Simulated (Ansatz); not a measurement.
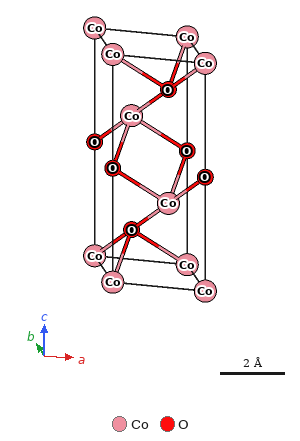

Phonons of crystalline CoO, at the zone centre. Style: ball-and-stick. Shown: the conventional cell (3 times the calculation's cell), slightly off an axis. Lengths and directions refer to the drawn axes.

Level of theory: Ansatz, DFT PBE+U, scalar-relativistic, plane waves, PAW.

Input file:
```yaml
crystal:
  lattice:
    - [1.5369143856, 0.8873379343, 2.4734269497]
    - [-1.5369143856, 0.8873379343, 2.4734269497]
    - [0.0, -1.7746758685, 2.4734269497]
  atoms:
    - { symbol: Co, position: [0.0, 0.0, 0.0], spin: 2.88 }
    - { symbol: O, position: [0.5, 0.5, 0.5], spin: 0.24 }
basis:
  ecutwfc: 420
kpoints:
  mp_grid: { grid: [12, 12, 12] }
hamiltonian:
  xc: pbe
  hubbard: { sites: [{ species: Co, l: d, u_eff: 3.32 }] }
scf:
  occupations: { method: gaussian, width: 0.02 }
output:
  eigenvalues: true
  populations: true
magnetization:
  spin_polarized: true
phonons:
  method: dfpt
  dielectric: true
  rigid_motions: translations
  eigenvectors: true
```

Run as
```bash
ansatz run input.yaml --threads 1 --pin off --max-ram 3072MiB --backend cpu --events-out ev --progress --plain --runs-dir out
```

Frequencies are those without the non-analytic (LO–TO) term.

List the optical modes.

The calculation's cell holds 2 atoms, so there are 3 optical modes, in 2 levels. The optical modes span A₂u + E_u. No level is unstable.

```csv
level,symmetry,frequency (cm⁻¹),activity
1,A₂u,217,infrared-active
2,E_u,300,infrared-active
```

The displacement patterns (one member of each degenerate set):

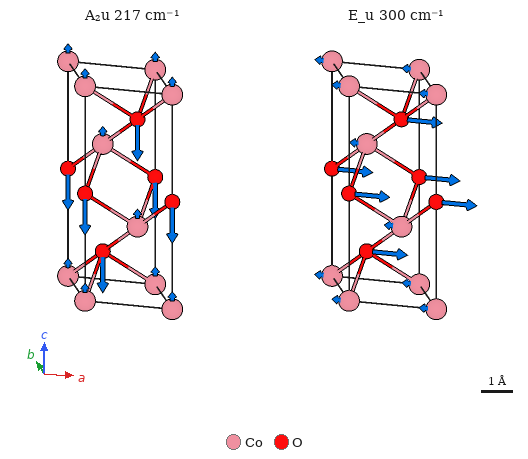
